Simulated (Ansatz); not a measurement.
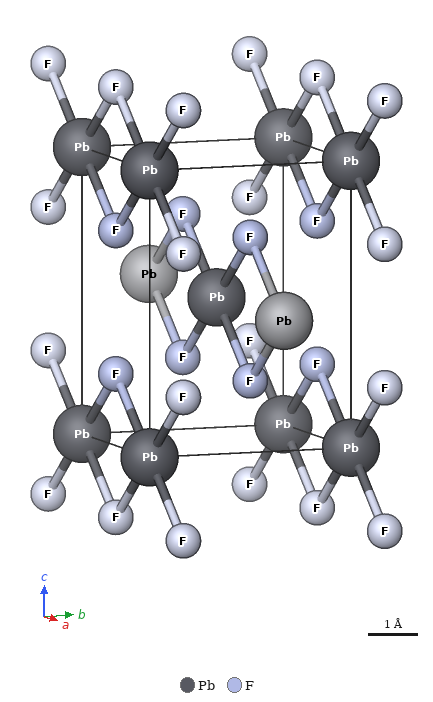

The structure (ball-and-stick view of the cell 2 times as large as that of the calculation, set on its symmetry axes, seen slightly off an axis; neighbours outside the cell are drawn fainter). An atom can appear more than once, as a periodic image.

Single-point calculation, with input and output: PbF2

- system: PbF2 (Immm, 3 atoms in the cell)
- method: DFT r2SCAN, scalar-relativistic, plane waves, PAW, no spin polarisation (Ansatz 0.2.0)

The structure derives from an entry of the Crystallography Open Database. It belongs to a series of runs on one base structure; here: strain -0.1000 x Voigt [0, 0, 0, 0, 1, 0], atoms carried along. Figures and captions count atoms from 1; the log counts them from 0 in places.

**Log**
```
Engine: ansatz 0.2.0, aarch64-unknown-linux-gnu
Pseudopotentials: kind: paw
Pseudopotential: Pb, paw, valence charge 14, recommended cutoff 500 eV (meta_gga), Pb.paw.azcp
Pseudopotential: F, paw, valence charge 7, recommended cutoff 500 eV (meta_gga), F.paw.azcp
Functional definition: r2SCAN
  parameter k0 = 0.174
  parameter k1 = 0.065
  parameter a1 = 4.9479
  exchange = r2scan_x(k0 = k0, k1 = k1, a1 = a1)
  correlation = r2scan_c
Crystal: 3 atoms, lattice volume = 52.257 Å³
Basis set: ecut = 500 eV, 1337 PW (Γ), exchange–correlation on 128×120×128 points (64 copies of the dense FFT grid, shifted against one another)
Bands: 18, of which v1, the nominal top of the filled ones, is band 14 counted from 1 (13 counted from 0)
Symmetry: 8 space group operations
Space group: Immm (ITA 71), of the structure as read, at distance tolerance 3.7e-5 Å
k-points: 95 of 512
Non-local potential: Pb, projectors of the file, l = 0: 2, l = 1: 2, l = 2: 2, l = 3: 2
Non-local potential: F, projectors of the file, l = 0: 2, l = 1: 2, l = 2: 1
PAW form: soft (Blöchl's): semilocal exchange-correlation on the pseudo side does not see the compensation charge
PAW frozen core: Pb, regenerated for the run's functional (the file was generated under x = pbe(κ = 0.804, μ = 0.2195149727645171), c = pbe(β = 0.06672455060314922))
PAW frozen core: F, regenerated for the run's functional (the file was generated under x = pbe(κ = 0.804, μ = 0.2195149727645171), c = pbe(β = 0.06672455060314922))
PAW one-centre angular grid: Pb, 590 points (default); XC on 160 Gauss nodes
PAW one-centre angular grid: F, 302 points (default); XC on 160 Gauss nodes
Initial density: superposition of atomic densities (neutral atoms: chi_scale 0, normalization atom), corrected by the library's trained network
Initial wavefunctions: pseudopotential atomic-orbital guess
Functional: x = r2scan, c = r2scan; τ floored in thin density (d = 2e-4 eV/Å³)
SCF iter   1: F=—  HF=-13542.154058 eV  |F-HF|=—  |Δ(HF+E_count)|=         —  Δρ=9.41e-3  dr2=4.19e-2  dr2_τ=5.69e-2  ethr=1.77e-3  ⟨swp⟩=5.8  Hψ=8540  notcnv=0
preconditioner: auto → none  [insulator: Δε(μ)=4.934 eV  Ē_g=18.183 eV  σ=0.050 eV  W_gap=1.00  n_scr=14 (ndim 8)  ℏωp=27.2 eV  f_vac=0.133  D(μ)=0.00/eV (n_scr^D=0)  ε∞_Penn≈3.2]
SCF iter   2: F=—  HF=-13542.185206 eV  |F-HF|=—  |Δ(HF+E_count)|=   3.11e-2  Δρ=5.65e-3  dr2=5.72e-3  dr2_τ=1.48e-3  ethr=1.50e-4  ⟨swp⟩=2.0  Hψ=4180  notcnv=0
SCF iter   3: F=—  HF=-13542.184035 eV  |F-HF|=—  |Δ(HF+E_count)|=   1.17e-3  Δρ=1.54e-3  dr2=9.03e-4  dr2_τ=1.04e-4  ethr=2.04e-5  ⟨swp⟩=2.0  Hψ=3347  notcnv=0
SCF iter   4: F=—  HF=-13542.183844 eV  |F-HF|=—  |Δ(HF+E_count)|=   1.91e-4  Δρ=5.63e-4  dr2=5.74e-5  dr2_τ=1.26e-5  ethr=3.23e-6  ⟨swp⟩=2.2  Hψ=2024  notcnv=0
SCF iter   5: F=—  HF=-13542.183835 eV  |F-HF|=—  |Δ(HF+E_count)|=   9.36e-6  Δρ=9.46e-5  dr2=1.42e-6  dr2_τ=3.38e-7  ethr=2.05e-7  ⟨swp⟩=2.0  Hψ=2187  notcnv=0
SCF iter   6: F=—  HF=-13542.183836 eV  |F-HF|=—  |Δ(HF+E_count)|=   7.05e-7  Δρ=1.93e-5  dr2=1.76e-7  dr2_τ=8.30e-9  ethr=5.09e-9  ⟨swp⟩=2.0  Hψ=2850  notcnv=0
SCF iter   7: F=-13542.183836 eV  HF=-13542.183836 eV  |F-HF|=4.19e-9  |Δ(HF+E_count)|=   1.12e-8  Δρ=3.73e-6  dr2=6.38e-9  dr2_τ=2.66e-10  ethr=3.57e-10  ⟨swp⟩=8.7  Hψ=10775  notcnv=0
SCF 1 converged in 7 iterations: F = -13542.183836 eV  dr2 = 6.38e-9
  greatest PAW one-centre occupation: 0.984 electrons in one spin orbital (limit 2), on the Pb atom at site 0 (counted from 0), in its partial waves of l = 2
SCF converged after 7 iterations
Free energy (F): -13542.183836 eV
Harris-Foulkes:  -13542.183836 eV  (|F-HF|=4.19e-9)
Internal energy: -13542.183836 eV  (E = F + TS)
E sigma→0 (E₀):  -13542.183836 eV
Fermi energy:    7.101965 eV
--- Per-component energies (eV) ---
  E_band       = -146.681184
  E_kinetic    = 701.326886
  E_local      = -2270.442218  (includes V_loc(G=0)·N_el)
  E_nonlocal   = 496.539626
  E_hartree    = 875.150567
  E_xc         = -368.558252
  E_vxc        = -379.260209  (∫ρ·V_xc dr)
  E_paw        = -10834.185818  (= ΣΔE_a)
  E_vpaw       = -472.667603  (= ΣTr[D̂ρ^β])
  E_aug_tail   = 0.002071  (compensation charges beyond the density's cutoff)
  E_vtau       = 27.521188  (kinetic-family band-sum trace: ∫τ·v_τ [+ j·A + Jᵃ·Aᵃ] dr)
  E_ewald      = -2142.919417
  E_core_change = 0.902719  (= ΣΔE_core)
  E_smearing   = -0.000000  (= −TS)
  E_closure    = 0.000000  (closes the sum)
  Σ components = -13542.183836   (vs F -13542.183836, Δ=0.00e0)
--- Forces (eV/Å), atoms counted from 1 ---
  atom   1  Pb     0.00000000     0.00000000     0.00000000
  atom   2  F     -0.00000000     0.26968137     0.00000000
  atom   3  F      0.00000000    -0.26968137    -0.00000000
  max |Σ_I F_I| component: 0.00e0 eV/Å
--- Stress (GPa, compression-positive) ---
        0.238359       0.000000       3.310410
        0.000000       0.312204      -0.000000
        3.310410      -0.000000       0.238359
  P = ⅓ Tr σ = 0.2630 GPa (2.630 kbar)
--- Band table (eV; the first three rows and the last of 95) ---
  k-point 0: bands = ["-17.8056", "-17.2287", "-10.3180", "-10.3104", "-10.2934", "-10.2640", "-10.2619", "-0.0227", "1.8622", "2.0378", "2.0466", "2.2750", "2.4264", "2.6050", "11.2255", "11.9565", "12.6343", "15.2925"]
  k-point 1: bands = ["-17.7801", "-17.2519", "-10.3100", "-10.2886", "-10.2880", "-10.2628", "-10.2625", "-0.2843", "1.8064", "1.9788", "1.9797", "2.2897", "2.4628", "2.9357", "10.8958", "11.9058", "12.7469", "16.1720"]
  k-point 2: bands = ["-17.7115", "-17.3141", "-10.3020", "-10.2845", "-10.2614", "-10.2523", "-10.2261", "-0.7669", "1.7062", "1.8588", "1.8855", "2.3037", "2.3970", "3.6412", "10.2481", "12.1486", "13.0242", "17.5696"]
  k-point 94: bands = ["-17.5445", "-17.4481", "-10.2966", "-10.2417", "-10.2246", "-10.2192", "-10.0971", "-1.8663", "0.8246", "0.9928", "2.8061", "2.8282", "2.9052", "4.4888", "9.5686", "12.4099", "13.6834", "13.6945"]
```

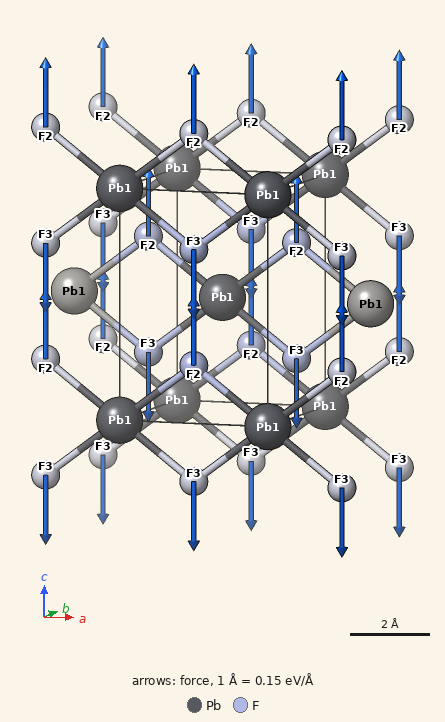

Forces on the atoms as blue arrows (ball-and-stick view of the cell 2 times as large as that of the calculation, set on its symmetry axes, seen slightly off an axis; neighbours outside the cell are drawn fainter; atoms are numbered from 1 in the order of the input). The largest act on F2, F3 (0.27 eV/Å). The geometry is not a stationary point of this energy.

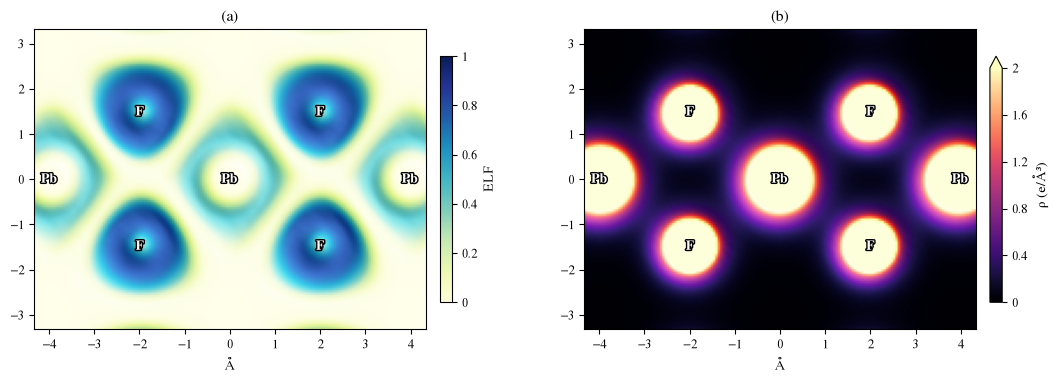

(a) ELF; (b) valence pseudo-density on the (010) plane of the conventional cell. Atoms in the plane: Pb and F. Pb–F (2.49 Å): ρ at the midpoint is about 0.29 e/Å³; the ELF is about 0.15 at the midpoint, as expected for ionic bonding with no shared pair. Away from the nuclei the density in this plane falls to 0.004 e/Å³ at its lowest. In a PAW calculation such maps are meaningful between the atoms, not at the nuclei.

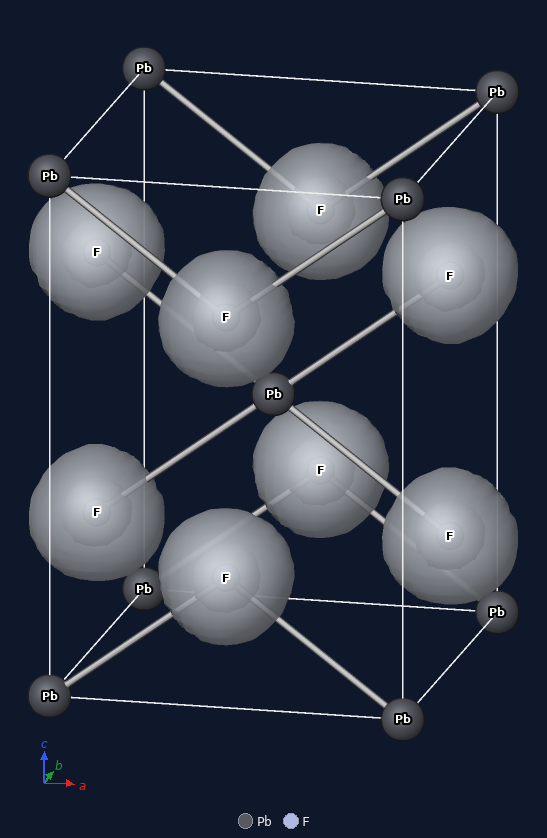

Isosurface of the electron localisation function at 0.75 (grey), seen slightly off an axis. Only the valence region is drawn (cores and ρ < 0.01 e/Å³ removed). Sticks mark near contacts. The outline is the cell set on symmetry axes. Values along the shortest contacts:

This output came from the following input.

**The input**
```yaml
crystal:
  lattice:
    - [-0.1484925, 2.96985, 2.96985]
    - [2.8213575, 0.0, 2.8213575]
    - [2.96985, 2.96985, -0.1484925]
  atoms:
    - { symbol: Pb, position: [0.0, 0.0, 0.0] }
    - { symbol: F, position: [0.25, 0.25, 0.25] }
    - { symbol: F, position: [0.75, 0.75, 0.75] }
basis:
  ecutwfc: 500
kpoints:
  mp_grid: { grid: [8, 8, 8] }
hamiltonian:
  xc: r2scan
scf:
  occupations: { method: gaussian, width: 0.05 }
output:
  forces: true
  stress: true
  eigenvalues: true
  write_density: true
  write_potential: true
  elf: true
  volumetric_format: npy
```

Launch command:
```bash
ansatz run input.yaml --threads 1 --pin off --max-ram 2560MiB --backend cpu --events-out ev --progress --plain --runs-dir out
```

**Summary**

| quantity | value |
| --- | --- |
| outcome | converged |
| space group (tolerance 0.01 Å) | Immm (71) |
| electrons treated | 28 |
| free energy | −13542.1838 eV |
| Fermi energy | 7.102 eV |
| gap on the k-point mesh | 4.82 eV |
| pressure | 0.26 GPa |
| largest force (length of the vector) | 0.270 eV/Å |
| hardware | 1 thread of Arm Neoverse V1, 24 GiB of memory available, shared host |
| wall time | 15 s |
| peak memory | 0.49 GiB |

**Notes**

Spin–orbit coupling is left out, which matters for Pb.
